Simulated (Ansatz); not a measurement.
System: Rh, space group Im-3m (No. 229) (one of a set of cubic test structures, which need not be the stable phase).

Method: equation of state of a cubic crystal from periodic Kohn-Sham density functional theory without spin, third-order Birch-Murnaghan fit to the free energies; pressure corrected for the finite basis (Ansatz 0.2.0 development build). Level: PBE.

- structure type: bcc
- atoms in cell: 1
- space group number: 229
- lattice centring: body-centred primitive
- k mesh: 17×17×17
- occupation method: Fermi–Dirac
- occupation width: 0.06123 eV
- wave cutoff: 700 eV
- datasets: hard PAW
- density tolerance: 1e−09 eV
- bands: 13
- density cutoff ratio: 4
- search for lower states: default

What does the calculation give for the energy above the lowest point and pressure against volume? The volume takes the values 13.61, 13.90, 14.19, 14.48, 14.77, 15.06, 15.35 Å³/atom.

A third-order Birch–Murnaghan fit gives V0 = 14.47 Å³/atom, B0 = 233 GPa and B′ = 5.2. The energy above the lowest point is 41.9 meV/atom at volume 13.61 Å³/atom and 34.5 meV/atom at 15.35 Å³/atom; the lowest computed point is at volume 14.48 Å³/atom (0.0 meV/atom), in a single well. The pressure falls from 16.7 GPa at volume 13.61 Å³/atom to −11.8 GPa at 15.35 Å³/atom, and changes sign near 14.47 Å³/atom.

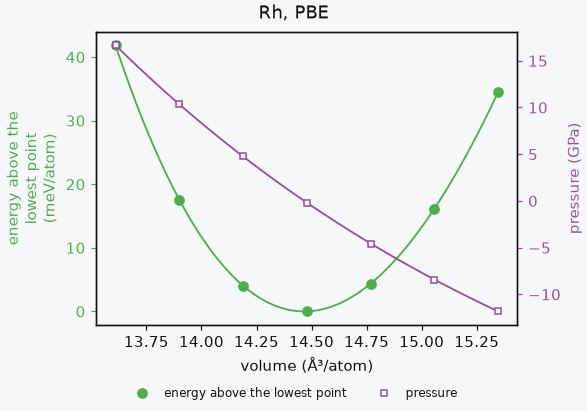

Keep in mind: cubic model structure, not the ambient form; modest k-mesh, values are not fully converged in k; no spin polarisation, a magnetic state may lie lower.
